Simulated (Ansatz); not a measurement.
**A series of single points on MgO$_{2}$**

System: MgO$_{2}$ (12 atoms in the cell).
Method: Kohn-Sham DFT of a periodic cell, r2SCAN, Ansatz PAW, no spin polarisation (Ansatz 0.2.0).

The 6 runs differ only in the geometry, by an even scaling of the cell at fixed fractional positions. The structure derives from a Materials Project entry.

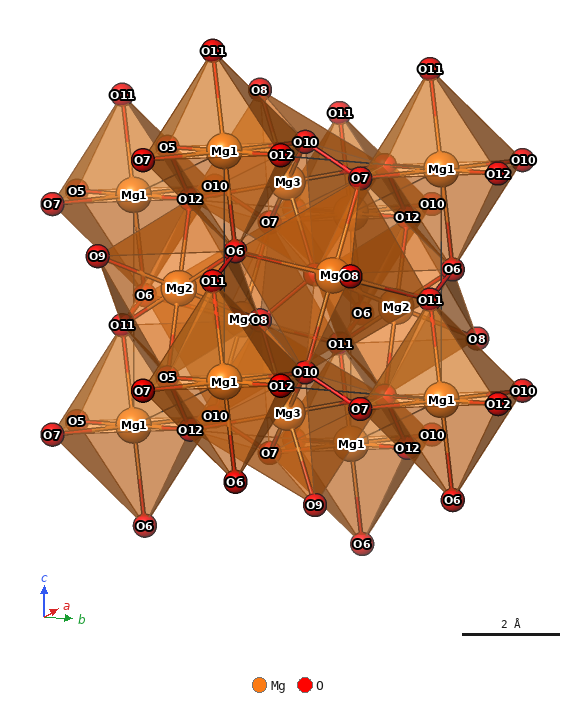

Figure 1. The structure of run 4 (polyhedral view of the cell of the calculation, seen at an oblique angle; polyhedra are completed across the faces of the cell; atoms are numbered from 1 in the order of the input).

## Input of run 4
```yaml
crystal:
  lattice:
    - [4.860590968, 0.0, 0.0]
    - [0.0, 4.860590968, 0.0]
    - [0.0, 0.0, 4.860590968]
  atoms:
    - { symbol: Mg, position: [0.0, 0.0, 0.0] }
    - { symbol: Mg, position: [0.5, 0.0, 0.5] }
    - { symbol: Mg, position: [0.5, 0.5, 0.0] }
    - { symbol: Mg, position: [0.0, 0.5, 0.5] }
    - { symbol: O, position: [0.58942444, 0.91057556, 0.08942444] }
    - { symbol: O, position: [0.91057556, 0.08942444, 0.58942444] }
    - { symbol: O, position: [0.08942444, 0.58942444, 0.91057556] }
    - { symbol: O, position: [0.41057556, 0.41057556, 0.41057556] }
    - { symbol: O, position: [0.58942444, 0.58942444, 0.58942444] }
    - { symbol: O, position: [0.91057556, 0.41057556, 0.08942444] }
    - { symbol: O, position: [0.08942444, 0.91057556, 0.41057556] }
    - { symbol: O, position: [0.41057556, 0.08942444, 0.91057556] }
hamiltonian:
  xc: r2scan
  pseudopotentials: { kind: paw }
kpoints:
  mp_grid: { grid: [6, 6, 6] }
scf:
  occupations: { method: fermi_dirac, width: 0.05 }
output:
  forces: true
  stress: true
  eigenvalues: true
```

Command:
```bash
ansatz run input.yaml --threads 2 --pin off --max-ram 5120MiB --backend cpu --events-out ev --progress --plain --runs-dir out
```

Lattice vectors (Å) and fractional positions of run 4:
```
   4.860591    0.000000    0.000000
   0.000000    4.860591    0.000000
   0.000000    0.000000    4.860591
Mg  0.000000  0.000000  0.000000
Mg  0.500000  0.000000  0.500000
Mg  0.500000  0.500000  0.000000
Mg  0.000000  0.500000  0.500000
O   0.589424  0.910576  0.089424
O   0.910576  0.089424  0.589424
O   0.089424  0.589424  0.910576
O   0.410576  0.410576  0.410576
O   0.589424  0.589424  0.589424
O   0.910576  0.410576  0.089424
O   0.089424  0.910576  0.410576
O   0.410576  0.089424  0.910576
```

Run 2 differs from it as follows:
```diff
-    - [4.860590968, 0.0, 0.0]
-    - [0.0, 4.860590968, 0.0]
-    - [0.0, 0.0, 4.860590968]
+    - [4.7633529503, 0.0, 0.0]
+    - [0.0, 4.7633529503, 0.0]
+    - [0.0, 0.0, 4.7633529503]
```

## Results, with one run withheld

```csv
run,volume per atom (Å³),"free energy per atom, from the lowest run given (meV)",pressure (GPa),gap on the mesh (eV)
1,8.819,17.17,11.07,5.03
2,9.007,?,?,?
3,9.194,0.50,3.43,4.77
4,9.569,0.00,−2.79,4.53
5,9.757,4.86,−5.46,4.42
6,9.945,12.68,−7.86,4.31
```

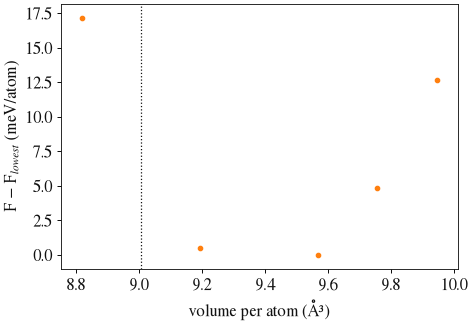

Figure 2. Free energy per atom of the runs given; the dotted line marks run 2.

Fit the runs given and predict run 2.

A cubic polynomial in V^(−2/3) (the Birch–Murnaghan form), fitted to the 5 runs given, misses them by under 0.01 meV per atom. With x = V^(−2/3) − 0.22385 Å⁻², it reads F = −1.4385 − 325.78 x + 2.0156e+05 x² + 97546 x³ (meV per atom). At run 2 it gives 6.57 meV per atom, and the run itself gives 6.59. The slope of the fit gives a pressure −dF/dV of 7.05 GPa there, and the run prints 7.05 GPa. The fit has its minimum at 9.391 Å³ per atom, where V d²F/dV² gives 154 GPa. Cell shape and fractional positions are held, so this is the stiffness under even scaling; the relaxed bulk modulus wasn't computed. The gap on the mesh goes, without turning, from 5.03 eV in run 1 to 4.31 eV in run 6; run 2 has 4.90 eV. These are gaps of this functional on this mesh, which can miss the band edges; they aren't the measured gap.

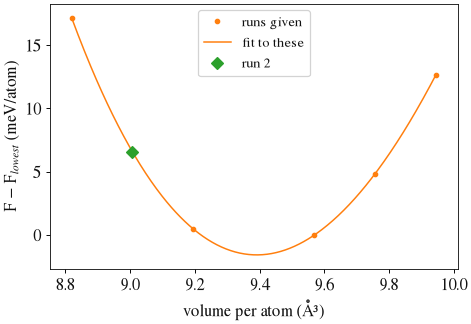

Figure 3. The fit and the withheld run.

## Output, shortened to warnings, some set-up lines, iterations and results (run 2)
```
Basis set: ecut = 500 eV, 2777 PW (Γ), exchange–correlation on 144×144×144 points (64 copies of the dense FFT grid, shifted against one another)
Symmetry: 24 space group operations
k-points: 24 of 216
Initial density: superposition of atomic densities (neutral atoms: chi_scale 0, normalization atom), corrected by the library's trained network
[...]
SCF iter   1: F=—  HF=-12255.505367 eV  |F-HF|=—  |Δ(HF+E_count)|=         —  Δρ=9.21e-3  dr2=2.63e-2  dr2_τ=5.89e-1  ethr=1.77e-3  ⟨swp⟩=6.2  Hψ=5666  notcnv=0  defer=11
SCF iter   2: F=—  HF=-12255.828936 eV  |F-HF|=—  |Δ(HF+E_count)|=   3.24e-1  Δρ=4.26e-3  dr2=7.70e-3  dr2_τ=9.38e-4  ethr=2.99e-5  ⟨swp⟩=2.0  Hψ=2715  notcnv=0  defer=189
SCF iter   3: F=—  HF=-12255.830873 eV  |F-HF|=—  |Δ(HF+E_count)|=   1.94e-3  Δρ=1.49e-3  dr2=1.04e-3  dr2_τ=1.76e-4  ethr=8.75e-6  ⟨swp⟩=3.0  Hψ=2257  notcnv=0  defer=117
SCF iter   4: F=—  HF=-12255.831266 eV  |F-HF|=—  |Δ(HF+E_count)|=   3.94e-4  Δρ=2.52e-4  dr2=6.94e-5  dr2_τ=5.40e-6  ethr=1.19e-6  ⟨swp⟩=1.0  Hψ=1155  notcnv=0  defer=117
SCF iter   5: F=—  HF=-12255.831278 eV  |F-HF|=—  |Δ(HF+E_count)|=   1.21e-5  Δρ=6.06e-5  dr2=3.05e-6  dr2_τ=3.29e-7  ethr=7.89e-8  ⟨swp⟩=2.8  Hψ=1867  notcnv=0  defer=117
SCF iter   6: F=-12255.831279 eV  HF=-12255.831279 eV  |F-HF|=1.94e-8  |Δ(HF+E_count)|=   7.34e-7  Δρ=8.78e-6  dr2=6.06e-8  dr2_τ=8.37e-9  ethr=1.14e-10  ⟨swp⟩=9.4  Hψ=6402  …
SCF 1 converged in 6 iterations: F = -12255.831279 eV  dr2 = 6.06e-8
SCF converged after 6 iterations
Free energy (F): -12255.831279 eV
Harris-Foulkes:  -12255.831279 eV  (|F-HF|=1.94e-8)
Internal energy: -12255.831279 eV  (E = F + TS)
E sigma→0 (E₀):  -12255.831279 eV
Fermi energy:    9.523089 eV
--- Per-component energies (eV) ---
  E_band       = -1370.166690
  E_kinetic    = 1724.851442
  E_local      = -7905.289614  (includes V_loc(G=0)·N_el)
  E_nonlocal   = 764.555363
  E_hartree    = 2726.498147
  E_xc         = -700.711401
  E_vxc        = -1011.559321  (∫ρ·V_xc dr)
  E_paw        = -2461.275994  (= ΣΔE_a)
  E_vpaw       = -461.538699  (= ΣTr[D̂ρ^β])
  E_aug_tail   = 0.008521  (compensation charges beyond the density's cutoff)
  E_vtau       = 65.798591  (kinetic-family band-sum trace: ∫τ·v_τ [+ j·A + Jᵃ·Aᵃ] dr)
  E_ewald      = -6404.107382
  E_core_change = -0.360360  (= ΣΔE_core)
  E_smearing   = -0.000000  (= −TS)
  E_closure    = 0.000000  (closes the sum)
  Σ components = -12255.831279   (vs F -12255.831279, Δ=0.00e0)
--- Forces (eV/Å), atoms counted from 1 ---
  atom   1  Mg     0.00000000    -0.00000000    -0.00000000
  atom   2  Mg     0.00000000    -0.00000000     0.00000000
  atom   3  Mg     0.00000000    -0.00000000     0.00000000
  atom   4  Mg     0.00000000    -0.00000000     0.00000000
  atom   5  O      0.03958975    -0.03958975     0.03958975
  atom   6  O     -0.03958975     0.03958975     0.03958975
  atom   7  O      0.03958975     0.03958975    -0.03958975
  atom   8  O     -0.03958975    -0.03958975    -0.03958975
  atom   9  O      0.03958975     0.03958975     0.03958975
  atom  10  O     -0.03958975    -0.03958975     0.03958975
  atom  11  O      0.03958975    -0.03958975    -0.03958975
  atom  12  O     -0.03958975     0.03958975    -0.03958975
  max |Σ_I F_I| component: 2.78e-17 eV/Å
--- Stress (GPa, compression-positive) ---
        7.051221       0.000000       0.000000
        0.000000       7.051221       0.000000
        0.000000       0.000000       7.051221
  P = ⅓ Tr σ = 7.0512 GPa (70.512 kbar)
```
